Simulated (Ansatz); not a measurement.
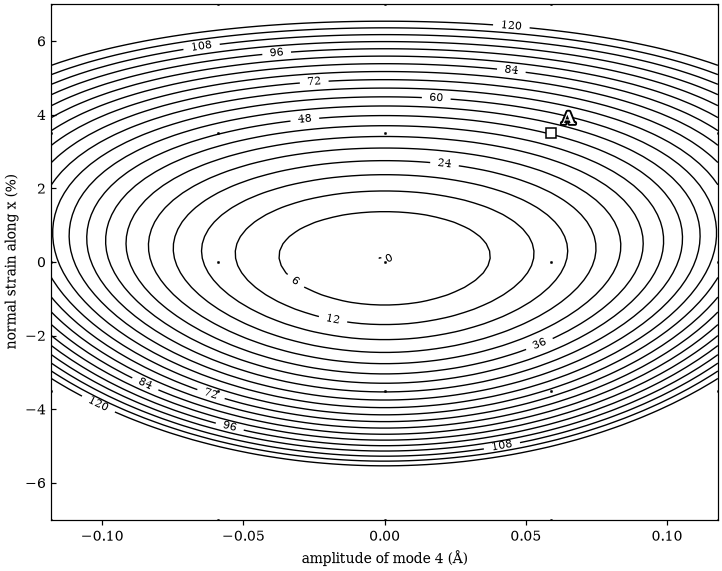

HfB (Fm-3m, No. 225; 2 atoms in the cell). The energy is mapped over a normal mode and a strain (zone-centre modes of the 2-atom cell of this scan) (x, y and z along the cube axes). Coordinates scanned: (1) amplitude of mode 4 (453 cm⁻¹), largest displacement in the unstrained cell; (2) normal strain along x. Nothing is relaxed (the pattern is fixed in fractional coordinates). Grid: 5 × 5 points; 15 points were computed and 10 follow by symmetry. Points are written as (first, second). Energies are in meV per cell, from the lowest grid point. These are results of DFT PBE, scalar-relativistic, plane waves, PAW (Ansatz 0.2.0), not measurements. Settings: cutoff 520 eV, k-mesh 16×16×16, gaussian smearing 0.15 eV, no spin polarisation.

The picture shows contour lines labelled in meV (none above 120), dots at the grid points, the point A. Between grid points the surface is interpolated.

Question: Is A at rest? If not, where is it pushed?

Answer: A, at (0.059 Å, 3.5 %), is not a stationary point. The computed force is 370 meV for each Å towards smaller values of the first coordinate and 19 meV for each 1 % towards smaller values of normal strain along x.
